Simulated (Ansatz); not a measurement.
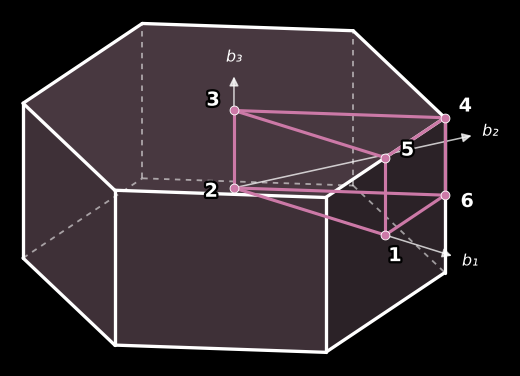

The first Brillouin zone of a primitive hexagonal lattice (hP; extended symbol hP2) is drawn with its special points numbered. Crystal: Nb, the geometry relaxed with DFT PBE, scalar-relativistic, plane waves, PAW in Ansatz; the starting structure was generated, so it need not be a known form of this composition. Geometry calculated from the standardised cell; symmetry tolerance 0.002 Å.

a = 2.870 Å, b = 2.870 Å, c = 5.231 Å, α = 90.00°, β = 90.00°, γ = 120.00°.

Labels and path follow the convention of Hinuma et al. (2017), as computed by seekpath; the arrows show the directions of the reciprocal primitive vectors b₁, b₂, b₃, in which coordinates are given.

> Which special point is each number?

| no. | label | coordinates |
| --- | --- | --- |
| 1 | M | (1/2, 0, 0) |
| 2 | Γ | (0, 0, 0) |
| 3 | A | (0, 0, 1/2) |
| 4 | H | (1/3, 1/3, 1/2) |
| 5 | L | (1/2, 0, 1/2) |
| 6 | K | (1/3, 1/3, 0) |
